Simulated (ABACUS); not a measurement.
**Single-point calculation at one volume of an equation of state, with input and output: SnTe (part 1 of 2)**

- system: SnTe (2 atoms in the cell)
- method: Kohn-Sham DFT of a periodic cell, PBEsol, PseudoDojo NC SR 0.4.1 PBEsol standard, no spin polarisation (ABACUS 3.10.1)

The structure derives from an entry of the Crystallography Open Database. It belongs to a series of runs on one base structure; here: volume scaled by 1.06.

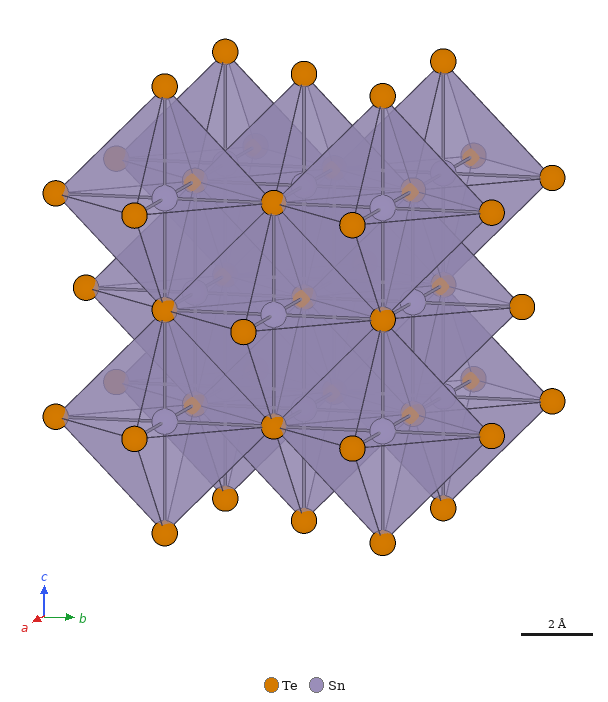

**Figure 1.** The input geometry (polyhedral view of the cell 4 times as large as that of the calculation, set on its symmetry axes, seen slightly off an axis; polyhedra are completed across the faces of the cell). An atom can appear more than once, as a periodic image.

**Input**
```
INPUT_PARAMETERS
suffix              SnTe
calculation         scf
basis_type          pw
pseudo_dir          ./
symmetry            1
dft_functional      pbesol
ecutwfc             83
pseudo_rcut         7
nspin               1
nbands              19
ks_solver           dav
smearing_method     fd
smearing_sigma      0.00367493
scf_thr             1e-08
scf_nmax            100
mixing_type         broyden
mixing_beta         0.7
cal_force           1
cal_stress          1
kpar                4
```

**File STRU**
```
ATOMIC_SPECIES
Te 127.6000 Te.upf
Sn 118.7100 Sn.upf

LATTICE_CONSTANT
1.8897261246

LATTICE_VECTORS
0.0000000000 3.2126470615 3.2126470615
3.2126470615 0.0000000000 3.2126470615
3.2126470615 3.2126470615 0.0000000000

ATOMIC_POSITIONS
Direct

Te
0.0
1
0.5000000000 0.5000000000 0.5000000000 1 1 1

Sn
0.0
1
0.0000000000 0.0000000000 0.0000000000 1 1 1
```

**File KPT**
```
K_POINTS
0
Gamma
7 7 7 0 0 0
```

Run on 4 threads of Intel Xeon (Sapphire Rapids), 192 GiB of memory available, shared host.

Run as:
```bash
OMP_NUM_THREADS=1 mpirun -np 4 abacus > log
```

**Output**
```
ABACUS v3.10.1

               Atomic-orbital Based Ab-initio Computation at UStc

 ------------------------------------------------------------------------------------

 READING GENERAL INFORMATION
                           global_out_dir = OUT.SnTe/
                           global_in_card = INPUT
                               pseudo_dir = ./
                              orbital_dir =
                                    DSIZE = 4
                                    GSIZE = 1

 READING UNITCELL INFORMATION
                                    ntype = 2
                  lattice constant (Bohr) = 1.88973
              lattice constant (Angstrom) = 1

 READING ATOM TYPE 1
                               atom label = Te
                      L=0, number of zeta = 1
                      L=1, number of zeta = 1
                      L=2, number of zeta = 1
             number of atom for this type = 1

 READING ATOM TYPE 2
                               atom label = Sn
                      L=0, number of zeta = 1
                      L=1, number of zeta = 1
                      L=2, number of zeta = 1
             number of atom for this type = 1

                        TOTAL ATOM NUMBER = 2
DIRECT COORDINATES
    atom                   x                   y                   z     mag                  vx                  vy                  vz
taud_Te1            0.5000000000        0.5000000000        0.5000000000  0.0000        0.0000000000        0.0000000000        0.0000000000
taud_Sn1            0.0000000000        0.0000000000        0.0000000000  0.0000        0.0000000000        0.0000000000        0.0000000000

                          Volume (Bohr^3) = 447.523
                             Volume (A^3) = 66.316

 Lattice vectors: (Cartesian coordinate: in unit of a_0)
                   +0            +3.21265            +3.21265
             +3.21265                  +0            +3.21265
             +3.21265            +3.21265                  +0
 Reciprocal vectors: (Cartesian coordinate: in unit of 2 pi/a_0)
            -0.155635           +0.155635           +0.155635
            +0.155635           -0.155635           +0.155635
            +0.155635           +0.155635           -0.155635
 The esolver type has been set to : ksdft_pw

                PAO radial cut off (Bohr) = 7

 Read in pseudopotential file is Te.upf
                     pseudopotential type = NC
          exchange-correlation functional = PBESOL
                 nonlocal core correction = 1
                        valence electrons = 16
                                     lmax = 2
                           number of zeta = 3
                     number of projectors = 6
                           L of projector = 0
                           L of projector = 0
                           L of projector = 1
                           L of projector = 1
                           L of projector = 2
                           L of projector = 2
                PAO radial cut off (Bohr) = 7

 Read in pseudopotential file is Sn.upf
                     pseudopotential type = NC
          exchange-correlation functional = PBESOL
                 nonlocal core correction = 1
                        valence electrons = 14
                                     lmax = 2
                           number of zeta = 3
                     number of projectors = 6
                           L of projector = 0
                           L of projector = 0
                           L of projector = 1
                           L of projector = 1
                           L of projector = 2
                           L of projector = 2
     initial pseudo atomic orbital number = 18

 SETUP THE ELECTRONS NUMBER
            electron number of element Te = 16
      total electron number of element Te = 16
            electron number of element Sn = 14
      total electron number of element Sn = 14
            AUTOSET number of electrons:  = 30
                           occupied bands = 15
                                   NBANDS = 19
                                   NLOCAL = 18

%%%%%%%%%%%%%%%%%%%%%%%%%%%%%%%%%%%%%%%%%%%%%%%%%%%%%%%%%%%%%%%%%%%%%%%%%%%%%%%%%%%%%%%%%%%%%%%%%%%%%%%%%%
 Warning: the number of valence electrons in pseudopotential > 6 for Te: [Kr] 4d10 5s2 5p4
 Warning: the number of valence electrons in pseudopotential > 4 for Sn: [Kr] 4d10 5s2 5p2
 Pseudopotentials with additional electrons can yield (more) accurate outcomes, but may be less efficient.
 If you're confident that your chosen pseudopotential is appropriate, you can safely ignore this warning.
%%%%%%%%%%%%%%%%%%%%%%%%%%%%%%%%%%%%%%%%%%%%%%%%%%%%%%%%%%%%%%%%%%%%%%%%%%%%%%%%%%%%%%%%%%%%%%%%%%%%%%%%%%

 SETUP THE PLANE WAVE BASIS
 energy cutoff for charge/potential (unit:Ry) = 332
            fft grid for charge/potential = [ 50, 50, 50 ]
                        fft grid division = [ 1, 1, 1 ]
        big fft grid for charge/potential = [ 50, 50, 50 ]
                                     nbxx = 125000
                                     nrxx = 125000

 SETUP PLANE WAVES FOR CHARGE/POTENTIAL
                    number of plane waves = 45671
                         number of sticks = 1675

 PARALLEL PW FOR CHARGE/POTENTIAL
     PROC   COLUMNS(POT)             PW
        1           1675          45671
 --------------- sum -------------------
        1           1675          45671
                            number of |g| = 416
                                  max |g| = 29.9387
                                  min |g| = 0

----------- Double Check Mixing Parameters Begin ------------
mixing_type: broyden
mixing_beta: 0.7
mixing_gg0: 1
mixing_gg0_min: 0.1
mixing_ndim: 8
----------- Double Check Mixing Parameters End ------------

 LATTICE VECTORS: (CARTESIAN COORDINATE: IN UNIT OF A0)
                   +0            +3.21265            +3.21265
             +3.21265                  +0            +3.21265
             +3.21265            +3.21265                  +0
                       right hand lattice = 1
                                   NORM_A = 4.54337
                                   NORM_B = 4.54337
                                   NORM_C = 4.54337
                           ALPHA (DEGREE) = 60
                           BETA  (DEGREE) = 60
                           GAMMA (DEGREE) = 60

 The lattice vectors have been changed (STRU_SIMPLE.cif)

(for optimal symmetric configuration:)
                             BRAVAIS TYPE = 3
                     BRAVAIS LATTICE NAME = 03. Cubic F (face-centered)
                                    ibrav = 3
                                    IBRAV = 3
                                  BRAVAIS = FACE CENTERED CUBIC
                       LATTICE CONSTANT A = 6.42529
Original cell was already a primitive cell.
                        ROTATION MATRICES = 48
              PURE POINT GROUP OPERATIONS = 48
                   SPACE GROUP OPERATIONS = 48
                              POINT GROUP = O_h
               POINT GROUP IN SPACE GROUP = O_h

 SETUP K-POINTS
                                    nspin = 1
                   Input type of k points = Monkhorst-Pack(Gamma)
                                   nkstot = 343
                       right hand lattice = 1
(for reciprocal lattice: )
                             BRAVAIS TYPE = 2
                     BRAVAIS LATTICE NAME = 02. Cubic I (body-centered)
                                    ibrav = 2
                       right hand lattice = 1
(for k-lattice: )
                             BRAVAIS TYPE = 2
                     BRAVAIS LATTICE NAME = 02. Cubic I (body-centered)
                                    ibrav = 2
                       right hand lattice = 1
                        ROTATION MATRICES = 48
                               nkstot_ibz = 20
K-POINTS REDUCTION ACCORDING TO SYMMETRY
     IBZ    DIRECT_X    DIRECT_Y    DIRECT_Z  WEIGHT  ibz2bz
       1  0.00000000  0.00000000  0.00000000  0.0029       0
       2  0.14285714  0.14285714  0.14285714  0.0233       1
       3  0.28571429  0.28571429  0.28571429  0.0233       2
       4  0.42857143  0.42857143  0.42857143  0.0233       3
       5  0.14285714  0.14285714  0.00000000  0.0175       8
       6  0.28571429  0.14285714  0.28571429  0.0700       9
       7  0.42857143  0.28571429  0.42857143  0.0700      10
       8 -0.42857143  0.42857143  0.42857143  0.0700      11
       9  0.42857143  0.28571429  0.28571429  0.0700      12
      10  0.28571429  0.14285714  0.14285714  0.0350      13
      11  0.28571429  0.28571429  0.00000000  0.0175      16
      12  0.42857143  0.42857143  0.14285714  0.0700      17
      13 -0.28571429  0.42857143  0.42857143  0.0700      18
      14 -0.42857143  0.28571429  0.28571429  0.0350      19
      15  0.42857143  0.42857143  0.00000000  0.0175      24
      16 -0.14285714  0.42857143  0.42857143  0.0350      25
      17  0.42857143  0.28571429  0.14285714  0.0700      66
      18 -0.42857143  0.42857143  0.28571429  0.1399      67
      19 -0.42857143  0.42857143  0.14285714  0.0700      74
      20 -0.28571429  0.42857143  0.28571429  0.0700      75

                               nkstot now = 20
[... K-POINTS DIRECT COORDINATES: 20 rows ...]

           k-point number in this process = 5
       minimum distributed K point number = 5
[... stars of the k points ...]

[... K-POINTS CARTESIAN COORDINATES: 5 rows ...]

[... K-POINTS DIRECT COORDINATES: 5 rows ...]

 SETUP PLANE WAVES FOR WAVE FUNCTIONS
     energy cutoff for wavefunc (unit:Ry) = 83
              fft grid for wave functions = [ 50, 50, 50 ]
                    number of plane waves = 6423
                         number of sticks = 451

 PARALLEL PW FOR WAVE FUNCTIONS
     PROC   COLUMNS(POT)             PW
        1            451           6423
 --------------- sum -------------------
        1            451           6423

 SETUP NONLOCAL PSEUDOPOTENTIALS IN PLANE WAVE BASIS
 Te non-local projectors:
 projector 1 L=0
 projector 2 L=0
 projector 3 L=1
 projector 4 L=1
 projector 5 L=2
 projector 6 L=2
 Sn non-local projectors:
 projector 1 L=0
 projector 2 L=0
 projector 3 L=1
 projector 4 L=1
 projector 5 L=2
 projector 6 L=2
      TOTAL NUMBER OF NONLOCAL PROJECTORS = 36

 Init Non-Local PseudoPotential table :
 Init Non-Local-Pseudopotential done.

                                     npwx = 5769

 Make real space PAO into reciprocal space.
       max mesh points in Pseudopotential = 701
     dq(describe PAO in reciprocal space) = 0.01
                                    max q = 1098

 number of pseudo atomic orbitals for Te is 3
WARNING: norm of atomic wavefunction # 2 of atomic type Te is 0.999977, renormalized
WARNING: norm of atomic wavefunction # 3 of atomic type Te is 0.99875, renormalized

 number of pseudo atomic orbitals for Sn is 3
WARNING: norm of atomic wavefunction # 2 of atomic type Sn is 0.999796, renormalized
WARNING: norm of atomic wavefunction # 3 of atomic type Sn is 0.992683, renormalized

 -------------------------------------------
 SELF-CONSISTENT
 -------------------------------------------
                                 init_chg = atomic

 PW ALGORITHM --------------- ION=   1  ELEC=   1--------------------------------

 Notice: Threshold on eigenvalues was too large.
 hsover_error=0.3 > DRHO=0.0230952
 Origin diag ethr = 0.01
 New diag ethr = 7.6984e-05

 Density error is 0.0231341014597
                          Error Threshold = 7.69840254929e-05
```
